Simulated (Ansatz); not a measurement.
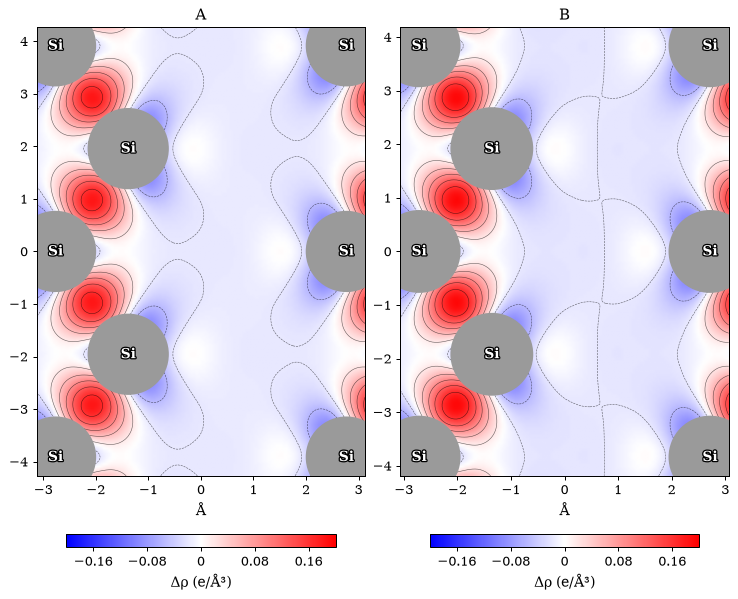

Si: deformation density on the (011) plane of the conventional cell at two volumes, with the same fractional coordinates and one colour scale. Grey discs cover the cores. Panel A has 106 % of the volume of panel B.

Space group Fd-3m.

Computed with DFT PBE, scalar-relativistic, plane waves, PAW in Ansatz 0.2.0.

How do bonds, bonding charge and pressure respond to this change of volume?

From B to A, Si–Si goes from 2.35 to 2.40 Å, and Δρ at its midpoint from +0.19 to +0.18 e/Å³.
The pressure is 2.2 GPa in B and −2.8 GPa in A.
The rearranged charge is 0.29 e an atom in B and 0.28 e in A.

Run times: 27 s (base cell) and 22 s (scaled cell), on 2 threads of Intel(R) Xeon(R) Platinum 8259CL CPU @ 2.50GHz (Skylake/Cascade Lake) (shared host).
